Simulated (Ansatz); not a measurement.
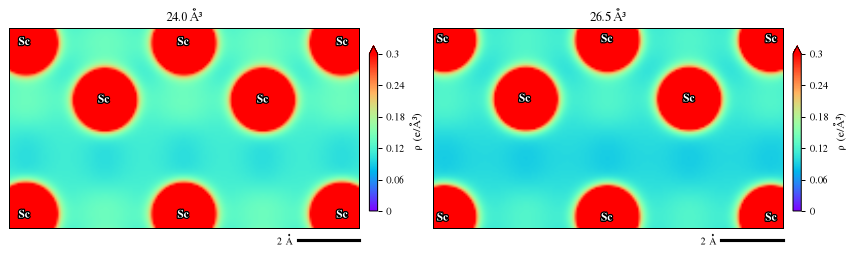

Sc. The valence pseudo-density of cells scaled evenly to different volumes (given per atom above each panel), on the (110) plane of each (indices in the axes of the cell below), at one length scale and on one colour scale.

Theory: Ansatz, Kohn-Sham DFT of a periodic cell, PBE, Ansatz PAW.

The density is the valence pseudo-density of a PAW calculation; it isn't the true density close to the nuclei.

The largest cell:

```
CELL_PARAMETERS angstrom
3.37390 0.00000 0.00000
-1.68695 2.92188 0.00000
0.00000 0.00000 5.37672
ATOMIC_POSITIONS crystal
Sc 0.66667 0.33333 0.75000
Sc 0.33333 0.66667 0.25000
```

| volume (Å³/atom) | Sc–Sc contact in the plane (Å) | ρ at its midpoint (e/Å³) | pressure (GPa) | 
| --- | --- | --- | --- |
| 24.00 | 3.212 | 0.118 | 1.6 | 
| 24.50 | 3.234 | ? | ? | 
| 26.50 | 3.320 | 0.106 | −3.4 | 

### What values belong in the row with question marks?

Over the known rows ln ρ falls by 0.99 per Å of Sc–Sc distance (the line through the two), which gives 0.115 e/Å³ at 3.234 Å; the calculation gives 0.116 e/Å³. For the pressure, a straight line in volume between the neighbouring rows gives 0.6 GPa; the calculation gives 0.4.
